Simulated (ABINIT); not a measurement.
Single-point calculation, with input and output: LiCl

System: LiCl (Fm-3m, 2 atoms in the cell).
Method: Kohn-Sham DFT of a periodic cell, PBE, JTH PAW PBE v2.0, no spin polarisation (ABINIT 10.8.3).

The structure derives from an entry of the Crystallography Open Database.

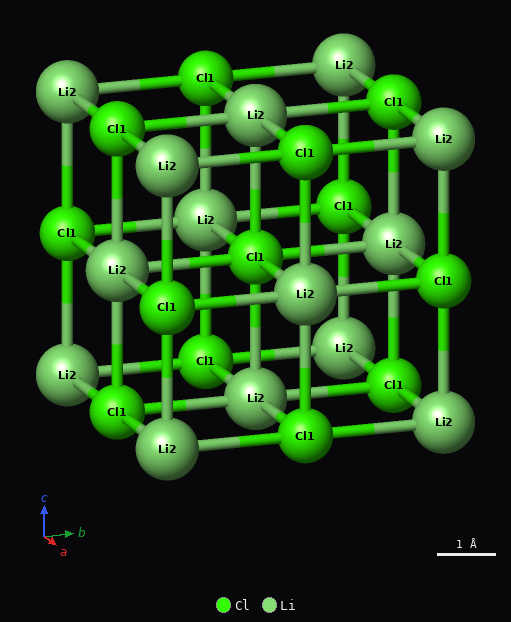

Figure 1. The input geometry (ball-and-stick view of the cell 4 times as large as that of the calculation, set on its symmetry axes, seen slightly off an axis; atoms are numbered from 1 in the order of the input).

### Key numbers

| quantity | value |
| --- | --- |
| outcome | converged |
| space group (tolerance 0.01 Å) | Fm-3m (225) |
| electrons treated | 10 |
| free energy | −619.8597 eV |
| Fermi energy | 4.774 eV |
| gap on the k-point mesh | 6.32 eV |
| pressure | 0.49 GPa |
| largest force (length of the vector) | under 0.001 eV/Å |
| hardware | 1 thread of Arm Neoverse V2, 24 GiB of memory available, shared host |
| wall time | 4.2 s |
| peak memory | 0.11 GiB |

### The input
```
# Pseudopotentials
pp_dirpath "./"
pseudos "Cl.GGA_PBE-JTH.xml, Li.GGA_PBE-JTH.xml"

# Structure
acell 6.8542870774 6.8542870774 6.8542870774
rprim
     0.0000000000     0.7071067812     0.7071067812
     0.7071067812     0.0000000000     0.7071067812
     0.7071067812     0.7071067812     0.0000000000
ntypat 2
znucl 17 3
natom 2
typat 1 2
xred
     0.5000000000     0.5000000000     0.5000000000
     0.0000000000     0.0000000000     0.0000000000

# Plane-wave basis
ecut 680.284656 eV
pawecutdg 47.0

# k points
kptopt 1
ngkpt 4 4 4
nshiftk 1
shiftk 0.0 0.0 0.0

# Exchange and correlation
ixc 11

# Bands and occupations
nband 9
occopt 3
tsmear 0.00183747

# SCF cycle
nstep 100
tolvrs 1.0e-9

# Output
iomode 3
prtwf 0
prtden 0
prteig 0
prtebands 0
enunit 2
```

Command:
```bash
abinit run.abi > log 2>&1
```

### Output
```
.Version 10.8.3 of ABINIT
 Symmetries : space group Fm -3 m (#225); Bravais cF (face-center cubic)
================================================================================
 Values of the parameters that define the memory need of the present run
     intxc =       0    ionmov =       0      iscf =      17    lmnmax =       9
     lnmax =       5     mgfft =      32  mpssoang =       2    mqgrid =    3001
     natom =       2  nloc_mem =       2    nspden =       1   nspinor =       1
    nsppol =       1      nsym =      48    n1xccc =       1    ntypat =       2
    occopt =       3   xclevel =       2
       mpw =        1363          nfft =       32768          nkpt =           8
 PAW method is used; the additional fine FFT grid is defined by:
   mgfftf=        45    nfftf =     91125
================================================================================
================================================================================

--------------------------------------------------------------------------------
------------- Echo of variables that govern the present computation ------------
--------------------------------------------------------------------------------
 -outvars: echo values of preprocessed input variables --------
            acell      6.8542870774E+00  6.8542870774E+00  6.8542870774E+00 Bohr
              amu      3.54527000E+01  6.94100000E+00
             ecut      2.50000000E+01 Hartree
           enunit           2
              ixc          11
         kptrlatt        4    0    0      0    4    0      0    0    4
          kptrlen      2.74171483E+01
            natom           2
            nband           9
            ngfft          32      32      32
          ngfftdg          45      45      45
             nkpt           8
            nstep         100
             nsym          48
           ntypat           2
           occopt           3
        pawecutdg      4.70000000E+01 Hartree
         pawxcdev           0
           prtden           0
        prtebands           0
           prteig           0
            prtwf           0
            rprim      0.0000000000E+00  7.0710678120E-01  7.0710678120E-01
                       7.0710678120E-01  0.0000000000E+00  7.0710678120E-01
                       7.0710678120E-01  7.0710678120E-01  0.0000000000E+00
          spgroup         225
           tolvrs      1.00000000E-09
           tsmear      1.83747000E-03 Hartree
            typat      1  2
           useylm           1
           xangst      2.5647699983E+00  2.5647699983E+00  2.5647699983E+00
                       0.0000000000E+00  0.0000000000E+00  0.0000000000E+00
            xcart      4.8467128727E+00  4.8467128727E+00  4.8467128727E+00
                       0.0000000000E+00  0.0000000000E+00  0.0000000000E+00
             xred      5.0000000000E-01  5.0000000000E-01  5.0000000000E-01
                       0.0000000000E+00  0.0000000000E+00  0.0000000000E+00
            znucl       17.00000    3.00000

================================================================================

 chkinp: Checking input parameters for consistency.

================================================================================
== DATASET  1 ==================================================================

--- !DatasetInfo
iteration_state: {dtset: 1, }
dimensions: {natom: 2, nkpt: 8, mband: 9, nsppol: 1, nspinor: 1, nspden: 1, mpw: 1363, }
cutoff_energies: {ecut:  25.0, pawecutdg:  47.0, }
electrons: {nelect:   1.00000000E+01, charge:   0.00000000E+00, occopt:   3.00000000E+00, tsmear:   1.83747000E-03, }
meta: {optdriver: 0, ionmov: 0, optcell: 0, iscf: 17, paral_kgb: 0, }
...

 Exchange-correlation functional for the present dataset will be:
  GGA: Perdew-Burke-Ernzerhof functional - ixc=11
  J.P.Perdew, K.Burke, M.Ernzerhof, PRL 77, 3865 (1996)

 Real(R)+Recip(G) space primitive vectors, cartesian coordinates (Bohr,Bohr^-1):
 R(1)=  0.0000000  4.8467129  4.8467129  G(1)= -0.1031627  0.1031627  0.1031627
 R(2)=  4.8467129  0.0000000  4.8467129  G(2)=  0.1031627 -0.1031627  0.1031627
 R(3)=  4.8467129  4.8467129  0.0000000  G(3)=  0.1031627  0.1031627 -0.1031627
 Unit cell volume ucvol=  2.2770464E+02 bohr^3
 Angles (23,13,12)=  6.00000000E+01  6.00000000E+01  6.00000000E+01 degrees

 Coarse grid specifications (used for wave-functions):

 getcut: wavevector=  0.0000  0.0000  0.0000  ngfft=  32  32  32
         ecut(hartree)=     25.000   => boxcut(ratio)=   2.07421

 Fine grid specifications (used for densities):

 getcut: wavevector=  0.0000  0.0000  0.0000  ngfft=  45  45  45
         ecut(hartree)=     47.000   => boxcut(ratio)=   2.08006

--- Pseudopotential description ------------------------------------------------
- pspini: atom type   1  psp file is ./Cl.GGA_PBE-JTH.xml
 Pseudopotential format is: paw10
 basis_size (lnmax)=  4 (lmn_size=  8), orbitals=   0   0   1   1
 Spheres core radius: rc_sph= 1.80364889
 Shapefunction is SIN type: shapef(r)=[sin(pi*r/rshp)/(pi*r/rshp)]**2
 Radius for shape functions =  1.25423680
 Compensation charge density is not taken into account in XC energy/potential

- pspini: atom type   2  psp file is ./Li.GGA_PBE-JTH.xml
 Pseudopotential format is: paw10
 basis_size (lnmax)=  5 (lmn_size=  9), orbitals=   0   0   0   1   1
 Spheres core radius: rc_sph= 1.60264751
 Shapefunction is BESSEL type: shapef(r,l)=aa(1,l)*jl(q(1,l)*r)+aa(2,l)*jl(q(2,l)*r)
 Radius for shape functions =  1.30023672
 Compensation charge density is not taken into account in XC energy/potential

   1.04274751E+02                                ecore*ucvol(ha*bohr**3)
--------------------------------------------------------------------------------

================================================================================

--- !BeginCycle
iteration_state: {dtset: 1, }
solver: {iscf: 17, nstep: 100, nline: 4, wfoptalg: 10, }
tolerances: {tolvrs: 1.00E-09, }
...

     iter   Etot(hartree)      deltaE(h)  residm     nres2
 ETOT  1  -22.546517053239    -2.255E+01 7.355E-01 1.237E+00
 ETOT  2  -22.781386610908    -2.349E-01 2.468E-02 7.146E-01
 ETOT  3  -22.779435607456     1.951E-03 1.098E-02 1.546E-01
 ETOT  4  -22.779335994792     9.961E-05 2.240E-03 3.065E-02
 ETOT  5  -22.779424881465    -8.889E-05 1.234E-04 8.078E-04
 ETOT  6  -22.779423863815     1.018E-06 1.954E-05 2.344E-04
 ETOT  7  -22.779423732519     1.313E-07 1.147E-06 4.218E-06
 ETOT  8  -22.779423738051    -5.533E-09 9.812E-08 4.336E-07
 ETOT  9  -22.779423739338    -1.286E-09 1.823E-08 3.672E-08
 ETOT 10  -22.779423739310     2.779E-11 4.264E-09 3.886E-10

 At SCF step   10       nres2   =  3.89E-10 < tolvrs=  1.00E-09 =>converged.

 Cartesian components of stress tensor (hartree/bohr^3)
  sigma(1 1)= -1.65162864E-05  sigma(3 2)=  0.00000000E+00
  sigma(2 2)= -1.65162864E-05  sigma(3 1)=  0.00000000E+00
  sigma(3 3)= -1.65162864E-05  sigma(2 1)=  0.00000000E+00

--- !ResultsGS
iteration_state: {dtset: 1, }
comment   : Summary of ground state results
lattice_vectors:
- [  0.0000000,   4.8467129,   4.8467129, ]
- [  4.8467129,   0.0000000,   4.8467129, ]
- [  4.8467129,   4.8467129,   0.0000000, ]
lattice_lengths: [   6.85429,    6.85429,    6.85429, ]
lattice_angles: [ 60.000,  60.000,  60.000, ] # degrees, (23, 13, 12)
lattice_volume:   2.2770464E+02
convergence: {deltae:  2.779E-11, res2:  3.886E-10, residm:  4.264E-09, diffor: null, }
etotal    :  -2.27794237E+01
entropy   :   0.00000000E+00
fermie    :   1.75438284E-01
cartesian_stress_tensor: # hartree/bohr^3
- [ -1.65162864E-05,   0.00000000E+00,   0.00000000E+00, ]
- [  0.00000000E+00,  -1.65162864E-05,   0.00000000E+00, ]
- [  0.00000000E+00,   0.00000000E+00,  -1.65162864E-05, ]
pressure_GPa:   4.8593E-01
xred      :
- [  5.0000E-01,   5.0000E-01,   5.0000E-01, Cl]
- [  0.0000E+00,   0.0000E+00,   0.0000E+00, Li]
cartesian_forces: # hartree/bohr
- [ -0.00000000E+00,  -0.00000000E+00,  -0.00000000E+00, ]
- [ -0.00000000E+00,  -0.00000000E+00,  -0.00000000E+00, ]
force_length_stats: {min:   0.00000000E+00, max:   0.00000000E+00, mean:   0.00000000E+00, }
...

 Integrated electronic density in atomic spheres:
 ------------------------------------------------
 Atom  Sphere_radius  Integrated_density
    1        1.80365          4.34983587
    2        1.60265          2.03767279

================================================================================

 ----iterations are completed or convergence reached----

 Mean square residual over all n,k,spin=   64.129E-12; max=  42.645E-10
 reduced coordinates (array xred) for    2 atoms
       0.500000000000      0.500000000000      0.500000000000
       0.000000000000      0.000000000000      0.000000000000
 rms dE/dt=  0.0000E+00; max dE/dt=  0.0000E+00; dE/dt below (all hartree)
    1       0.000000000000      0.000000000000      0.000000000000
    2       0.000000000000      0.000000000000      0.000000000000

 cartesian coordinates (angstrom) at end:
    1      2.56476999829423     2.56476999829423     2.56476999829423
    2      0.00000000000000     0.00000000000000     0.00000000000000

 cartesian forces (hartree/bohr) at end:
    1     -0.00000000000000    -0.00000000000000    -0.00000000000000
    2     -0.00000000000000    -0.00000000000000    -0.00000000000000
 frms,max,avg= 0.0000000E+00 0.0000000E+00   0.000E+00  0.000E+00  0.000E+00 h/b

 cartesian forces (eV/Angstrom) at end:
    1     -0.00000000000000    -0.00000000000000    -0.00000000000000
    2     -0.00000000000000    -0.00000000000000    -0.00000000000000
 frms,max,avg= 0.0000000E+00 0.0000000E+00   0.000E+00  0.000E+00  0.000E+00 e/A
 length scales=  6.854287077400  6.854287077400  6.854287077400 bohr
              =  3.627132515886  3.627132515886  3.627132515886 angstroms
 Fermi (or HOMO) energy (hartree) =   0.17544   Average Vxc (hartree)=  -0.32103
 Eigenvalues (hartree) for nkpt=   8  k points:
 kpt#   1, nband=  9, wtk=  0.01563, kpt=  0.0000  0.0000  0.0000 (reduced coord)
  -1.57945   -0.47299    0.01935    0.01935    0.01935    0.25150    0.45300    0.45300
   0.45300
      occupation numbers for kpt#   1
   2.00000    2.00000    2.00000    2.00000    2.00000    0.00000    0.00000    0.00000
   0.00000
 prteigrs : prtvol=0 or 1, do not print more k-points.

 Fermi (or HOMO) energy (eV) =   4.77392   Average Vxc (eV)=  -8.73573
 Eigenvalues (   eV  ) for nkpt=   8  k points:
 kpt#   1, nband=  9, wtk=  0.01563, kpt=  0.0000  0.0000  0.0000 (reduced coord)
 -42.97911  -12.87065    0.52665    0.52665    0.52665    6.84361   12.32675   12.32675
  12.32675
 prteigrs : prtvol=0 or 1, do not print more k-points.

--- !EnergyTerms
iteration_state     : {dtset: 1, }
comment             : Components of total free energy in Hartree
kinetic             :  8.06782229480100E+00
hartree             :  3.48074451165039E+00
xc                  : -5.34713457460770E+00
Ewald energy        : -1.60774317381422E+01
psp_core            :  4.57938640658168E-01
local_psp           : -1.21957597862878E+01
PAW spherical_terms : -1.16559652302136E+00
internal            : -2.27794171749495E+01
'-kT*entropy'       :  7.83295916279421E-16
total_energy        : -2.27794171749495E+01
total_energy_eV     : -6.19859519205885E+02
...

--- !EnergyTermsDC
iteration_state     : {dtset: 1, }
comment             : '"Double-counting" decomposition of free energy'
band_energy         : -4.22686687347939E+00
Ewald energy        : -1.60774317381422E+01
psp_core            :  4.57938640658168E-01
xc_dc               : -3.06961236936265E+00
PAW spherical_terms :  1.36548601016058E-01
internal            : -2.27794237393100E+01
'-kT*entropy'       :  7.83295916279421E-16
total_energy_dc     : -2.27794237393100E+01
total_energy_dc_eV  : -6.19859697831234E+02
...

--- !EnergyTermsWithPAWCore
iteration_state     : {dtset: 1, }
comment             : 'Components of total free energy, including PAW core contributions'
Total energy        : -4.69155210022704E+02
Total energy DC     : -4.69155216587064E+02
Total energy (eV)   : -1.27663636292421E+04
Total energy DC (eV): -1.27663638078675E+04
...

 Cartesian components of stress tensor (hartree/bohr^3)
  sigma(1 1)= -1.65162864E-05  sigma(3 2)=  0.00000000E+00
  sigma(2 2)= -1.65162864E-05  sigma(3 1)=  0.00000000E+00
  sigma(3 3)= -1.65162864E-05  sigma(2 1)=  0.00000000E+00

-Cartesian components of stress tensor (GPa)         [Pressure=  4.8593E-01 GPa]
- sigma(1 1)= -4.85925923E-01  sigma(3 2)=  0.00000000E+00
- sigma(2 2)= -4.85925923E-01  sigma(3 1)=  0.00000000E+00
- sigma(3 3)= -4.85925923E-01  sigma(2 1)=  0.00000000E+00

== END DATASET(S) ==============================================================
================================================================================

 -outvars: echo values of variables after computation  --------
            acell      6.8542870774E+00  6.8542870774E+00  6.8542870774E+00 Bohr
           etotal     -2.2779423739E+01
            fcart     -0.0000000000E+00 -0.0000000000E+00 -0.0000000000E+00
                      -0.0000000000E+00 -0.0000000000E+00 -0.0000000000E+00
            rprim      0.0000000000E+00  7.0710678120E-01  7.0710678120E-01
                       7.0710678120E-01  0.0000000000E+00  7.0710678120E-01
                       7.0710678120E-01  7.0710678120E-01  0.0000000000E+00
           strten     -1.6516286425E-05 -1.6516286425E-05 -1.6516286425E-05
                       0.0000000000E+00  0.0000000000E+00  0.0000000000E+00
           xangst      2.5647699983E+00  2.5647699983E+00  2.5647699983E+00
                       0.0000000000E+00  0.0000000000E+00  0.0000000000E+00
             xred      5.0000000000E-01  5.0000000000E-01  5.0000000000E-01
                       0.0000000000E+00  0.0000000000E+00  0.0000000000E+00
 Calculation completed.
```
